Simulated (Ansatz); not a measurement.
Band edges of CdS (space group F-43m, No. 216).

Input file:

```yaml
crystal:
  lattice:
    - [0.0, 2.9165, 2.9165]
    - [2.9165, 0.0, 2.9165]
    - [2.9165, 2.9165, 0.0]
  atoms:
    - { symbol: Cd, position: [0.0, 0.0, 0.0] }
    - { symbol: S, position: [0.75, 0.75, 0.75] }
basis:
  ecutwfc: 420
kpoints:
  mp_grid: { grid: [12, 12, 12] }
hamiltonian:
  xc: pbe
scf:
  occupations: { method: gaussian, width: 0.05 }
output:
  forces: true
  eigenvalues: true
  eigenstates:
    nscf_kmesh: { grid: [34, 34, 34] }
    top_band: c6
    de_dk: true
    localisation: true
  stress: true
checkpoint:
  write: ck
  compress: false
  write_wavefunctions: false
  write_every: 100000
```

Command:

```sh
ansatz run input.yaml --threads 1 --pin off --max-ram 3072MiB --backend cpu --events-out ev --progress --plain --runs-dir out
```

Level of theory: DFT PBE, scalar-relativistic, plane waves, PAW; levels and slopes on a dense k mesh at the converged density in Ansatz. No spin polarisation. Mesh 34×34×34, interpolated with the band slopes. Cell and positions as given, without relaxation.

Masses come from a second pass at points close to the extrema; at the energies drawn a band may no longer be parabolic.

The gap is direct, 1.15 eV at this level of theory, which underestimates gaps and can reorder valleys that lie close.

Valence band: one maximum at Γ, three bands meeting there, with masses of 0.13 and 0.77 mₑ among them, each the same along x, y and z. Band 13 forms the valence edge; band 12 meets it there and band 11 meets it there.
Conduction band: one minimum at Γ, mass 0.13 mₑ in all directions. Band 14 forms the conduction edge.

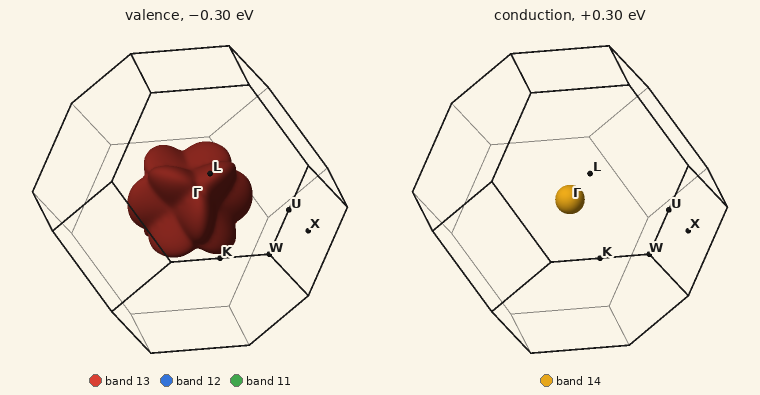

Constant-energy surfaces near the two band edges, measured from each edge.

Where one band's surface lies inside another's, the outer one hides all or part of it.

Spin-orbit coupling, left out here, can change the gap, its kind, the place of the band edges and the masses, since the compound holds Cd.
